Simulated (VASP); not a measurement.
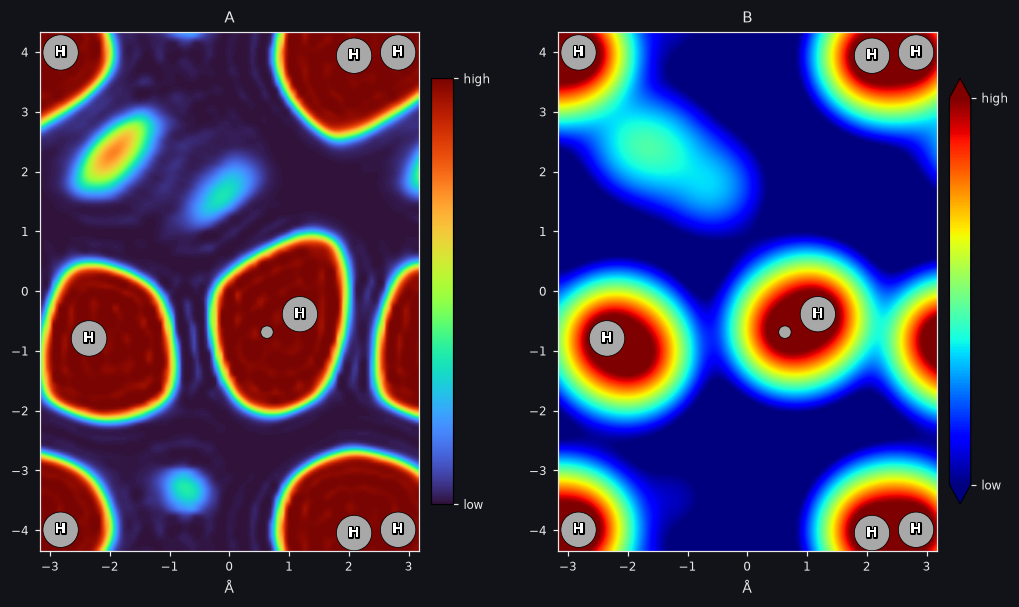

H (amorphous cell): 2 fields on the (110) plane of the calculation cell, with unlabelled colour scales. Grey discs cover the atomic cores.

Not relaxed (largest force 0.4 eV/Å).

Theory: Kohn-Sham DFT of a periodic cell, r2SCAN with D3(BJ), VASP PAW PBE potentials, recommended (VASP 6.6.1).

```
CELL_PARAMETERS angstrom
5.64622 0.00000 0.00000
0.00000 5.64622 0.00000
0.00000 0.00000 5.64622
ATOMIC_POSITIONS crystal
H 0.49841 0.90282 0.00151
H 0.40696 0.83319 0.93797
H 0.56653 0.42562 0.54860
H 0.55489 0.42764 0.41809
H 0.98733 0.04482 0.63286
H 0.88947 0.01714 0.71660
H 0.79041 0.52742 0.87197
H 0.85590 0.55587 0.76329
H 0.22896 0.49387 0.81604
H 0.25247 0.48304 0.68728
H 0.03233 0.98806 0.25769
H 0.94595 0.97699 0.16007
```

The panels show electron localisation function and valence pseudo-density in some order. Assign them.

Answer. Panel A: electron localisation function. Panel B: valence pseudo-density. From the grid: H–H (0.74 Å): ρ at the midpoint is about 1.9 e/Å³; the ELF is about 1 at the midpoint (an ordinary covalent bond to hydrogen).
